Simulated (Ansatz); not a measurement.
Si$_{5}$O$_{12}$

```xyz
17
Lattice="-0.0016 0.0077 -4.8355 3.1327 -4.3716 0.0068 -8.3150 -3.7464 0.0038" Properties=species:S:1:pos:R:3 pbc="T T T"
Si   -1.2827   -1.8883   -4.8213
Si   -3.8771   -2.2672   -1.5463
Si    1.3157   -1.8473   -1.4818
Si   -5.4484   -3.9580   -3.5893
Si    0.0868   -4.2032   -3.0666
O    -5.7811   -5.9837   -0.3823
O    -2.3191   -2.4545   -1.1180
O    -4.7867   -5.0453   -4.6808
O     1.1171   -5.1120   -3.9375
O    -6.6685   -4.5888   -2.7212
O    -0.9317   -5.1870   -2.2510
O    -5.9990   -2.7021   -4.5757
O    -0.8017   -3.1741   -3.9495
O    -4.3187   -3.4834   -2.5212
O     0.9891   -3.3465   -2.0115
O    -4.6229   -2.2265   -0.0420
O     0.0146   -1.2283   -0.7203
```

Space group P1; a generated structure, not necessarily the stable one.

All numbers below come from Ansatz 0.2.0, DFT PBE, scalar-relativistic, plane waves, PAW.

Core electrons are frozen (PAW), and the valence fields are smoothed inside the atomic spheres.

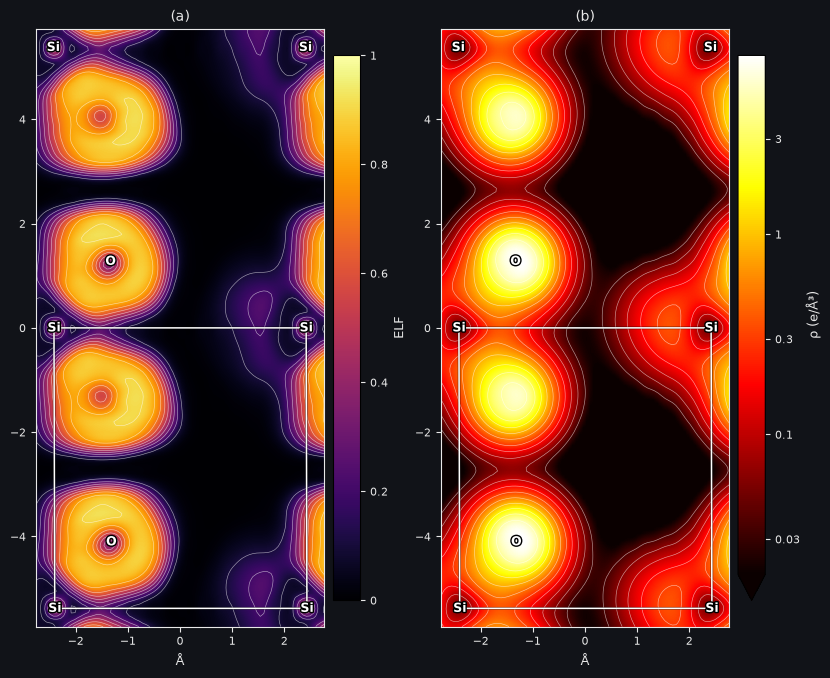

Figure 1. (a) electron localisation function; (b) valence pseudo-density on the (001) plane of the conventional cell.

### Interpret the plot.

- The section cuts through Si and O sites.
- Atoms just off the plane (O, 0.3 Å away) can leave unmarked features too.
- Si–O (1.68 Å): the density is about 1.2 e/Å³ at the midpoint; the ELF peaks at about 0.90 between the atoms: a polar covalent bond.
- The density dies away to nearly zero in the voids.
- The ELF also peaks beside O, away from the bonds: lone-pair regions.

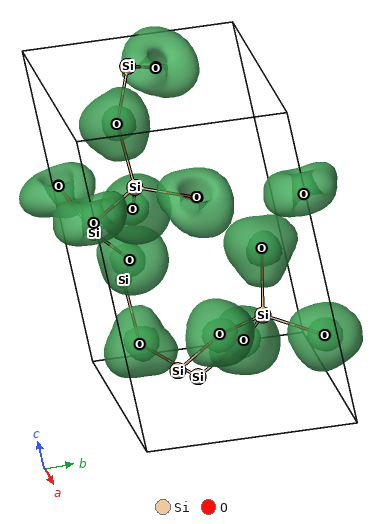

Figure 2. Isosurface of the electron localisation function at 0.75 (green), seen at an oblique angle. Only the valence region is drawn (cores and ρ < 0.01 e/Å³ removed). Sticks mark near contacts.

### What do the ELF domains correspond to?

At this value the surface marks out twelve regions on O in which the atom's valence shell and bonds are merged, counted in one cell of 17 atoms. Regions shared between cells count once. Profiles from the grid: O–O (1.47 Å): the ELF peaks at about 0.70 between the atoms. Si–O (1.62 Å): the ELF peaks at about 0.85 between the atoms: a polar covalent bond.

### Does the calculation give a band gap?

It is gapped, with a Kohn–Sham gap of 3.6 eV on the k-point mesh, an upper bound to the gap of this method.
